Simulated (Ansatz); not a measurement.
# Calculations on SnO2

## 1. Relaxation

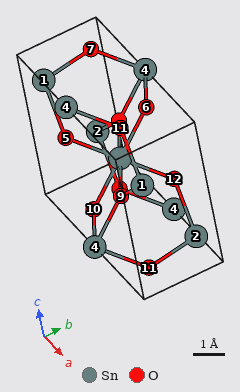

Starting structure of a crystal of SnO₂ (set up in P4_2/mnm). The picture is a ball-and-stick view of the cell of the calculation, seen slightly off an axis.

Case: relaxed at 30 GPa.

Level of theory: Ansatz 0.2.0, DFT LDA, scalar-relativistic, plane waves, PAW.

The input:
```yaml
crystal:
  lattice:
    - [-3.0991541666, 3.1997202481, 3.1997202481]
    - [3.0991541666, -3.1997202481, 3.1997202481]
    - [3.0991541666, 3.1997202481, -3.1997202481]
  atoms:
    - { symbol: Sn, position: [1.0, 0.25, 0.75] }
    - { symbol: Sn, position: [0.0, 0.75, 0.25] }
    - { symbol: Sn, position: [0.5, 0.5, 0.5] }
    - { symbol: Sn, position: [0.5, 0.0, 0.0] }
    - { symbol: O, position: [0.1945616106, 0.1945616106, 0.5] }
    - { symbol: O, position: [0.6945616106, 0.75, 0.9445616106] }
    - { symbol: O, position: [0.1945616106, 0.6945616106, 1.0] }
    - { symbol: O, position: [0.3054383894, 0.75, 0.5554383894] }
    - { symbol: O, position: [0.6945616106, 0.25, 0.4445616106] }
    - { symbol: O, position: [0.3054383894, 0.25, 0.0554383894] }
    - { symbol: O, position: [0.8054383894, 0.3054383894, 0.0] }
    - { symbol: O, position: [0.8054383894, 0.8054383894, 0.5] }
basis:
  ecutwfc: 420
kpoints:
  mp_grid: { grid: [6, 6, 6] }
hamiltonian:
  xc: lda
scf:
  occupations: { method: gaussian, width: 0.02 }
output:
  forces: true
  stress: true
  eigenvalues: true
relax:
  adjacent_minimum: "off"
  f_tol: 0.008
  max_steps: 50
  cell: { stress_tol: 0.08, p_target: 30.0 }
```

Launched with:
```bash
ansatz run input.yaml --threads 2 --pin off --max-ram 5120MiB --backend cpu --events-out ev --progress --plain --runs-dir out
```

### Predict the outcome.

The energy falls by 83.6 meV per cell of the calculation in 4 accepted moves (6 points after the start). With the target pressure of 30 GPa, the enthalpy E + pV changes by −12.8 meV per cell of the calculation. Largest force component: 0.15 eV/Å at the start, 0.00031 eV/Å at the end. Pressure: 31.58 GPa at the start and 30.01 GPa at the end. The SCF was repeated twice at an unchanged geometry on a basis and grid sized afresh for the cell, which shifted the energy by 3.0 meV per cell of the calculation at most. The atoms keep their places relative to the cell (all moves are under 0.005 Å). Cell: a = b = c 5.485 → 5.489 Å (+0.1 %), α 111.2° → 110.6°, β 108.6° → 108.9°, γ 108.6° → 108.9°. Volume +0.3 %. Among the contacts that change: Sn1–O11 1.988 → 1.996 Å, Sn1–O10 1.955 → 1.949 Å. The space group stays P4_2/mnm (No. 136).

History of the run:

| step | E − E(0), meV/atom | largest force component, eV/Å | pressure, GPa | volume, Å³/atom | note |
| --- | --- | --- | --- | --- | --- |
| 0 | 0.00 | 0.1547 | 31.58 | 10.577 |  |
| 1 | -8.03 | 0.1001 | 29.86 | 10.616 |  |
| 2 | -6.87 | 0.0118 | 29.97 | 10.609 |  |
| 3 | -6.66 | 0.0002 | 30.00 | 10.608 |  |
| 4 | -6.91 | 0.0008 | 30.03 | 10.608 | same geometry, new basis |
| 5 | -6.97 | 0.0003 | 30.01 | 10.608 |  |
| 6 | -6.97 | 0.0003 | 30.01 | 10.608 | same geometry, new basis |

## 2. Relaxation

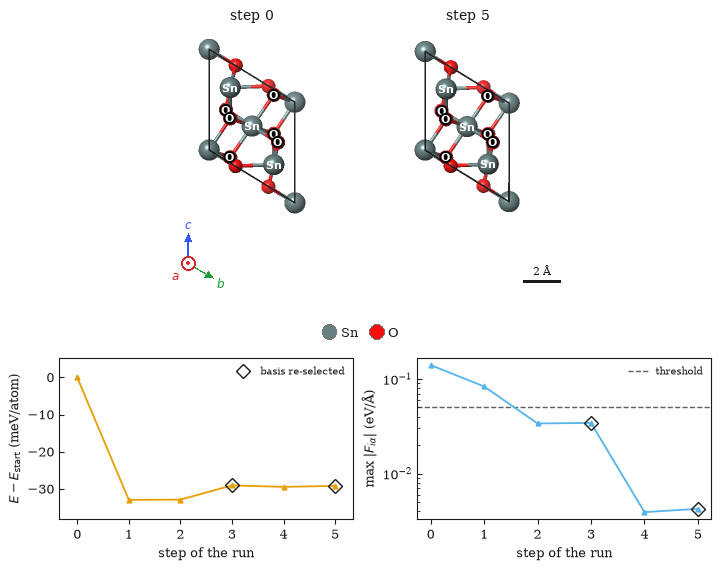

First and last geometry of a relaxation of a crystal of SnO2 (set up in Imma) (coarse preliminary run), with the history of the run. The picture is a ball-and-stick view of the cell of the calculation, seen along the a axis.

The calculation used DFT LDA, scalar-relativistic, plane waves, PAW in Ansatz. Set-up: plane-wave cutoff 420 eV; k-point mesh 4 × 4 × 4; occupations gaussian; smearing width 0.1 eV; no spin polarisation; cell and atoms relaxed; force threshold 0.05 eV/Å; at most 80 steps.

Did the run converge, and what did it change?

Answer. It converged. The largest moves relative to the cell, 0.027 Å, are those of O atoms. By element the largest moves are O 0.027 Å, Sn 0.023 Å. The drawn cell changes as follows: a = b = c 5.820 → 5.699 Å (−2.1 %), α 112.1° → 112.0°; the volume changes by −6.1 %. Near-neighbour distances that change, for instance: O–Sn 2.093 → 2.045 Å. The space group (tolerance 0.01 Å) goes from Imma (No. 74) to P4_2/mnm (No. 136). After 3 accepted moves (5 points after the start) the energy has fallen by 29.2 meV per atom. Largest force component: 0.14 eV/Å at the start, 0.0042 eV/Å at the end. Pressure: −11.47 GPa at the start and 0.00 GPa at the end. At 2 points the geometry stayed and the basis and grid were re-selected for the new cell (energy shift of 3.8 meV per atom at most each time). The run took 32 s on 2 threads of Arm Neoverse V2, with other jobs on the host, peak memory 0.49 GiB.

| step | E − E(0), meV/atom | largest force component, eV/Å | pressure, GPa | volume, Å³/atom | note |
| --- | --- | --- | --- | --- | --- |
| 0 | 0.00 | 0.1403 | -11.47 | 12.624 |  |
| 1 | -32.94 | 0.0835 | 0.70 | 11.854 |  |
| 2 | -32.88 | 0.0339 | -0.03 | 11.892 |  |
| 3 | -29.06 | 0.0343 | -0.53 | 11.892 | same geometry, new basis |
| 4 | -29.44 | 0.0039 | 0.02 | 11.859 |  |
| 5 | -29.18 | 0.0042 | 0.00 | 11.859 | same geometry, new basis |

## 3. A change

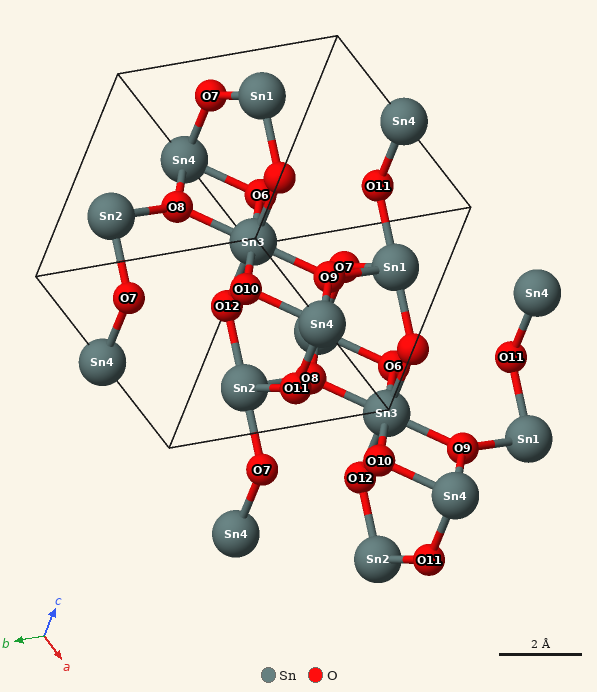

The starting point is a crystal of SnO2. Style: ball-and-stick. Shown: the cell of the calculation, repeated 2 × 1 × 1 with one cell outlined, from a free direction.

Level of theory: DFT LDA, scalar-relativistic, plane waves, PAW in Ansatz 0.2.0. Settings: plane-wave cutoff 420 eV; k-point mesh 6 × 6 × 6; occupations gaussian; smearing width 0.02 eV; no spin polarisation.

The variant: The crystal is put under a hydrostatic pressure of 30 GPa. Cell and atoms are relaxed at that pressure.

### What is the effect?

Energy change: +105 meV per atom. Pressure: 0.0 GPa before, 30.0 GPa after. The volume changes by −10.5 %, with a = b = c 5.699 → 5.489 Å (−3.7 %), α 111.9° → 110.6°, β 108.3° → 108.9°, γ 108.3° → 108.9°. The largest moves relative to the cell, 0.005 Å, are those of 8 atoms (O5, O6, O7, O8 and others). O10 goes along [−1 0 −1]. Sn stays in place. Near-neighbour distances before and after: O–Sn 2.051 → 1.949 to 1.996 Å. The space group stays P4_2/mnm (No. 136).

The changed structure in the same view:

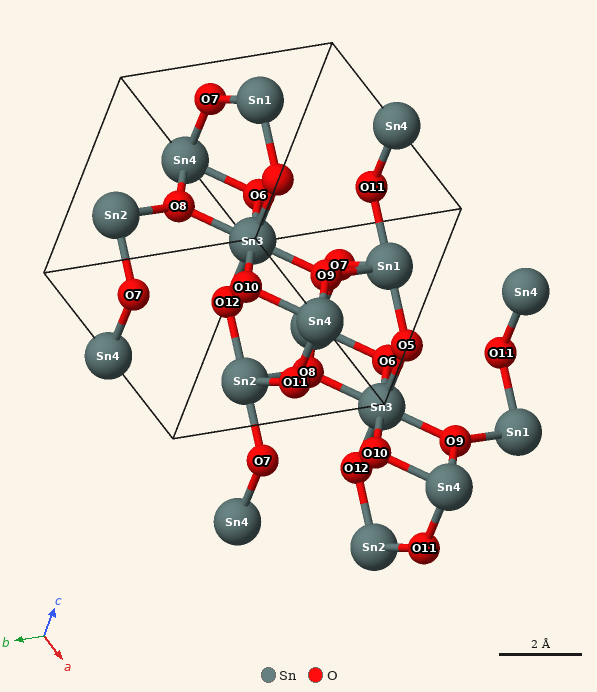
